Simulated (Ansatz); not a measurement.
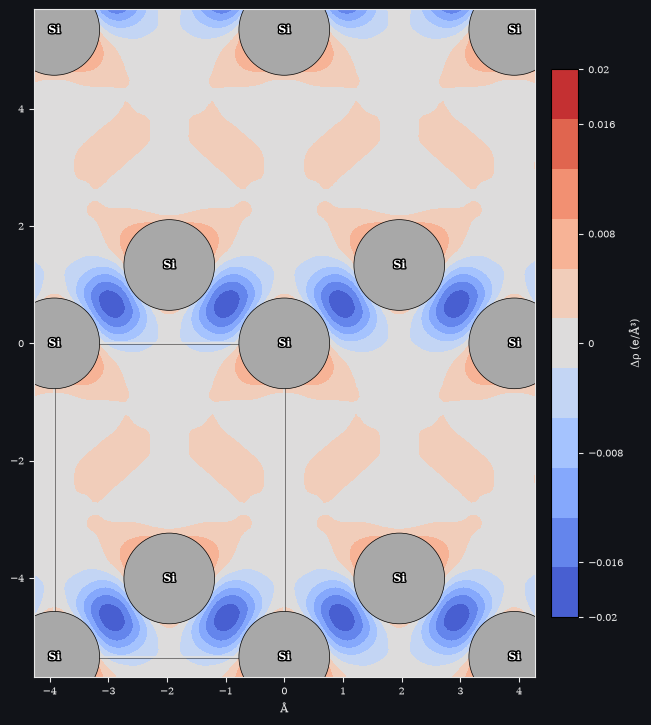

Si. Difference of the valence pseudo-densities of two functionals at the same geometry, on the (100) plane of the calculation cell: one of PBEsol and r2SCAN less the other.

Both computed with Ansatz (plane waves, PAW), on the same k-point mesh. Grey discs cover the atomic cores.

Which was subtracted from which, and what does the map show?

Answer. It is PBEsol less r2SCAN. Against r2SCAN, PBEsol gives a change of −0.019 e/Å³ at the midpoint of Si–Si.
